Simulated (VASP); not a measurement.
**ZrS: a changed input and its effect**

System: ZrS (Fm-3m, 2 atoms in the cell).
Method of the first run: Kohn-Sham DFT of a periodic cell, BLYP with D3, VASP PAW PBE potentials, recommended, no spin polarisation (VASP 6.6.1).

The structure derives from an entry of the Crystallography Open Database. 

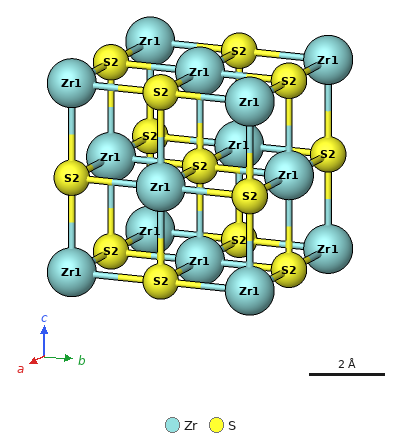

**Figure 1.** The input geometry (ball-and-stick view of the cell 4 times as large as that of the calculation, set on its symmetry axes, seen slightly off an axis; atoms are numbered from 1 in the order of the input). Near neighbours in the crystal (not all of them lie inside the picture): Zr has 6 S at 2.62 Å; S has 6 Zr at 2.62 Å.

## INCAR, the first run
```
PREC = Accurate ; ENCUT = 600
EDIFF = 1E-6 ; ISMEAR = -1
SIGMA = 0.05 ; LREAL = False
LASPH = True ; NELM = 60
ALGO = Fast ; ISIF = 3
LWAVE = False ; LCHARG = False
GGA = B5 ; ALDAX = 1.0
AGGAX = 1.0 ; AGGAC = 1.0
ALDAC = 0.0 ; IVDW = 11
VDW_S6 = 1.0 ; VDW_S8 = 1.682
VDW_SR = 1.094 ; VDW_SR8 = 1.0
IBRION = 2 ; NSW = 60
EDIFFG = -0.01
```

## KPOINTS, the first run
```
regular mesh
0
Gamma
  9 9 9
```

## POSCAR, the first run
```
ZrS
1.0
    0.0000000000      2.6250000000      2.6250000000
    2.6250000000      0.0000000000      2.6250000000
    2.6250000000      2.6250000000      0.0000000000
Zr S
1 1
Direct
    0.0000000000      0.0000000000      0.0000000000
    0.5000000000      0.5000000000      0.5000000000
```

Launched with:
```bash
cat potpaw_PBE.64/Zr_sv/POTCAR potpaw_PBE.64/S/POTCAR > POTCAR
mpirun -np 1 vasp_std > vasp.out
```

Hardware: 1 thread of Intel Xeon (Sapphire Rapids), 360 GiB of memory available, shared host.

## OSZICAR and lines of OUTCAR (the first run)
```
N       E                     dE             d eps       ncg     rms          rms(c)
DAV:   1     0.149676252763E+03    0.14968E+03   -0.10645E+04   910   0.151E+03
DAV:   2    -0.690167077815E+01   -0.15658E+03   -0.15120E+03  1080   0.349E+02
DAV:   3    -0.143331212205E+02   -0.74315E+01   -0.72875E+01  1425   0.695E+01
DAV:   4    -0.146379716290E+02   -0.30485E+00   -0.30425E+00  1265   0.121E+01
DAV:   5    -0.146430074696E+02   -0.50358E-02   -0.50342E-02  1332   0.145E+00    0.142E+01
RMM:   6    -0.135768882888E+02    0.10661E+01   -0.27087E+00   961   0.977E+00    0.659E+00
RMM:   7    -0.136070330552E+02   -0.30145E-01   -0.12252E+00  1059   0.555E+00    0.319E+00
[...]
DAV:   1    -0.136090691434E+02    0.24217E-02   -0.43733E-02  1110   0.217E+00    0.393E-01
RMM:   2    -0.136078018412E+02    0.12673E-02   -0.29909E-03   925   0.577E-01    0.126E-01
RMM:   3    -0.136075835803E+02    0.21826E-03   -0.16463E-03   981   0.329E-01    0.733E-02
RMM:   4    -0.136076307597E+02   -0.47179E-04   -0.36524E-04  1106   0.130E-01    0.308E-02
RMM:   5    -0.136076474871E+02   -0.16727E-04   -0.13894E-04  1144   0.703E-02    0.360E-02
RMM:   6    -0.136076506933E+02   -0.32063E-05   -0.27222E-05  1067   0.304E-02    0.393E-02
RMM:   7    -0.136076610905E+02   -0.10397E-04   -0.30288E-05  1104   0.356E-02    0.191E-02
RMM:   8    -0.136076600744E+02    0.10160E-05   -0.61931E-06   828   0.165E-02    0.149E-02
RMM:   9    -0.136076602475E+02   -0.17312E-06   -0.17211E-06   698   0.878E-03
   3 F= -.14820824E+02 E0= -.14814429E+02  d E =-.143817E-03
[... from OUTCAR:]
  energy without entropy =      -13.59487062  energy(sigma->0) =      -13.60126543
 E-fermi :  11.1633     XC(G=0): -10.6450     alpha+bet :-15.8653
  external pressure =       -0.07 kB  Pullay stress =        0.00 kB
  free  energy   TOTEN  =       -14.8208236102 eV
  energy  without entropy=      -14.8080339828  energy(sigma->0) =      -14.81442880
```

For the second run the input was changed thus:
```diff
-ALDAC = 0.0 ; IVDW = 11
-VDW_S6 = 1.0 ; VDW_S8 = 1.682
-VDW_SR = 1.094 ; VDW_SR8 = 1.0
-IBRION = 2 ; NSW = 60
-EDIFFG = -0.01
+ALDAC = 0.0 ; IBRION = 2
+NSW = 60 ; EDIFFG = -0.01
```

How does the second run compare with the first run?

The total energies belong to different models, so their difference says nothing on which is more stable or more accurate. The volume per atom goes from 18.14 to 18.90 Å³. The SCF takes 70 iterations over all geometry steps against 51.

## OSZICAR and lines of OUTCAR (the second run)
```
N       E                     dE             d eps       ncg     rms          rms(c)
DAV:   1     0.149676252763E+03    0.14968E+03   -0.10645E+04   910   0.151E+03
DAV:   2    -0.690167077815E+01   -0.15658E+03   -0.15120E+03  1080   0.349E+02
DAV:   3    -0.143331212205E+02   -0.74315E+01   -0.72875E+01  1425   0.695E+01
DAV:   4    -0.146379716290E+02   -0.30485E+00   -0.30425E+00  1265   0.121E+01
DAV:   5    -0.146430074696E+02   -0.50358E-02   -0.50342E-02  1332   0.145E+00    0.142E+01
RMM:   6    -0.135768882888E+02    0.10661E+01   -0.27087E+00   961   0.977E+00    0.659E+00
RMM:   7    -0.136070330552E+02   -0.30145E-01   -0.12252E+00  1059   0.555E+00    0.319E+00
[...]
RMM:  17    -0.136315643204E+02    0.51988E-06   -0.18084E-06   712   0.907E-03
   3 F= -.13631564E+02 E0= -.13624728E+02  d E =-.277567E-01
       N       E                     dE             d eps       ncg     rms          rms(c)
DAV:   1    -0.136316694482E+02   -0.10461E-03   -0.28031E-03  1150   0.545E-01    0.996E-02
RMM:   2    -0.136315695594E+02    0.99889E-04   -0.21581E-04   925   0.150E-01    0.331E-02
RMM:   3    -0.136315523996E+02    0.17160E-04   -0.12358E-04   990   0.883E-02    0.200E-02
RMM:   4    -0.136315564206E+02   -0.40210E-05   -0.29125E-05  1088   0.371E-02    0.772E-03
RMM:   5    -0.136315578465E+02   -0.14259E-05   -0.11668E-05   926   0.197E-02    0.888E-03
RMM:   6    -0.136315580339E+02   -0.18738E-06   -0.15586E-06   687   0.899E-03
   4 F= -.13631558E+02 E0= -.13624729E+02  d E =-.277504E-01
[... from OUTCAR:]
  free energy    TOTEN  =       -13.63155803 eV
  energy without entropy =      -13.61790044  energy(sigma->0) =      -13.62472924
 E-fermi :  10.6614     XC(G=0): -10.4540     alpha+bet :-15.2319
  free  energy   TOTEN  =       -13.6315580339 eV
  energy  without entropy=      -13.6179004441  energy(sigma->0) =      -13.62472924
```

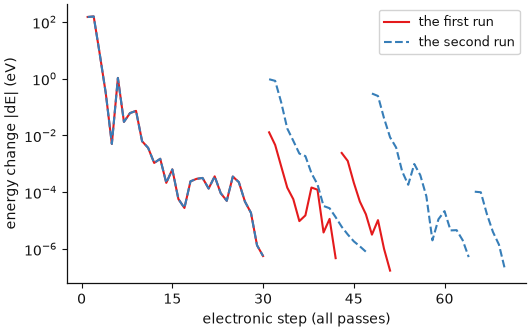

**Figure 2.** Convergence of the two runs: energy change |dE| against the electronic step. A break in a curve parts two SCF passes. The first run takes 51 steps in all, and the second run takes 70.

## The two runs side by side

| quantity | the first run | the second run |
| --- | --- | --- |
| outcome | converged | converged |
| free energy per atom (eV) | −7.4104 | −6.8158 |
| energy per atom, smearing taken to zero (eV) | −7.4072 | −6.8124 |
| gap on the mesh (eV) | 0.00 | 0.00 |
| pressure (GPa) | −0.01 | 0.05 |
| volume per atom (Å³) | 18.14 | 18.90 |
| largest force (eV/Å) | 0.000 | 0.000 |
| SCF iterations | 51 | 70 |
| irreducible k-points | 35 | 35 |
